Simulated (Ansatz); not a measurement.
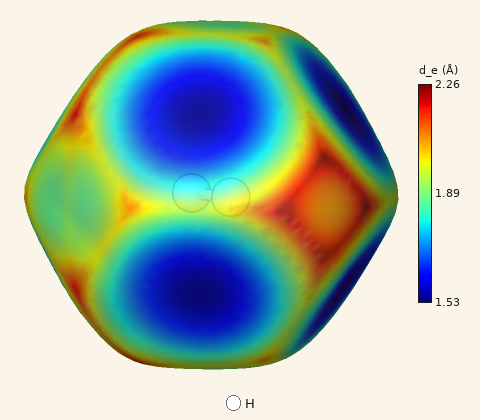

Hirshfeld surface computed for the H₂ molecule in H (I4/mmm, No. 139), coloured by d_e.

The surface is where the fragment's share of the procrystal density (the sum of the densities of spherically averaged neutral Hartree-Fock atoms) equals one half. d_i and d_e are the distances from the surface to the nearest nucleus inside and outside. Van der Waals radii (Alvarez): H 1.20 Å. X–H bonds are as in the structure, not normalised.

Origin of the cell: the end point of a relaxation at fixed volume with DFT r2SCAN, scalar-relativistic, plane waves, PAW (Ansatz 0.2.0).

```cif
data_structure
_symmetry_space_group_name_H-M 'I4/mmm'
_symmetry_Int_Tables_number 139
_cell_length_a 3.6857
_cell_length_b 3.6857
_cell_length_c 4.7273
_cell_angle_alpha 90.000
_cell_angle_beta 90.000
_cell_angle_gamma 90.000
_cell_volume 64.22
loop_
_atom_site_label
_atom_site_type_symbol
_atom_site_symmetry_multiplicity
_atom_site_Wyckoff_symbol
_atom_site_fract_x
_atom_site_fract_y
_atom_site_fract_z
_atom_site_occupancy
H1 H 4 e 0.00000 0.00000 0.92151 1
```

Q: Which contact with the surroundings is the closest relative to the atoms' sizes?

A: H···H at 3.07 Å, 128 % of the sum of the van der Waals radii.

Q: How is the surface shared among contacts (both directions of a pair summed)?

A: H···H 100 %.

Q: Give the size and shape of the surface.

A: It encloses about 29.6 Å³, has an area of about 48 Å² and a globularity of 0.97 (1 for a sphere).
